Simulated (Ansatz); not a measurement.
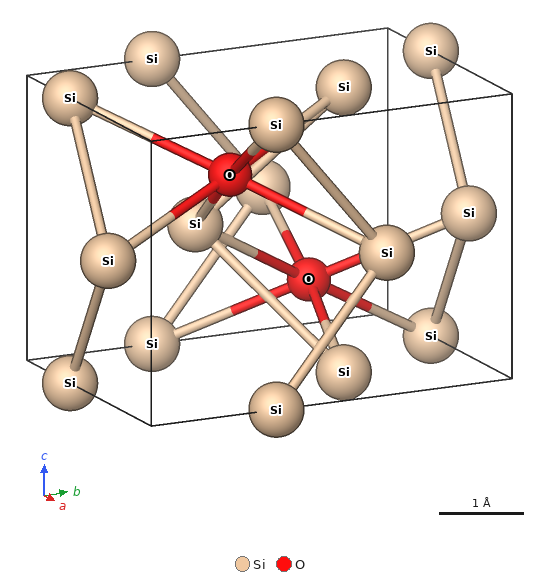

Phonons of a crystal of Si$_{3}$O (a generated structure), at the zone centre. Style: ball-and-stick. Shown: the cell of the calculation, slightly off an axis.

All numbers below come from Ansatz, DFT PBEsol, scalar-relativistic, plane waves, PAW. Settings: plane-wave cutoff 420 eV; k-point mesh 6 × 6 × 12; occupations fermi dirac; smearing width 0.15 eV; no spin polarisation.

The frequencies depend somewhat on the k-mesh and the smearing.

Which optical modes does it have, at what frequencies, and is it stable there?

Answer. The calculation's cell holds 8 atoms, so there are 21 optical modes, in 14 levels. The optical modes span 3E₁ + 2A₂ + 4E₂ + 2B₁ + A₁ + 2B₂. Five levels are unstable (imaginary frequency).

```tsv
level	symmetry	frequency (cm⁻¹)	activity
1	E₁	394i	infrared- and Raman-active
2	A₂	293i	infrared-active
3	E₂	170i	Raman-active
4	B₁	111i	silent
5	E₂	77i	Raman-active
6	E₁	86	infrared- and Raman-active
7	E₂	187	Raman-active
8	E₁	205	infrared- and Raman-active
9	E₂	211	Raman-active
10	A₁	226	Raman-active
11	B₂	231	silent
12	A₂	260	infrared-active
13	B₁	267	silent
14	B₂	365	silent
```

The crystal is a metal, so free carriers screen the infrared response.

The displacement patterns (one member of each degenerate set), 6 of the levels:

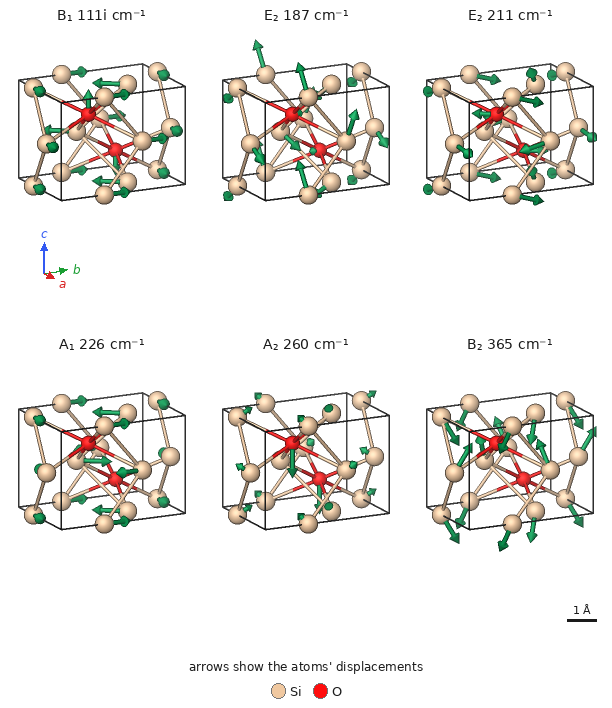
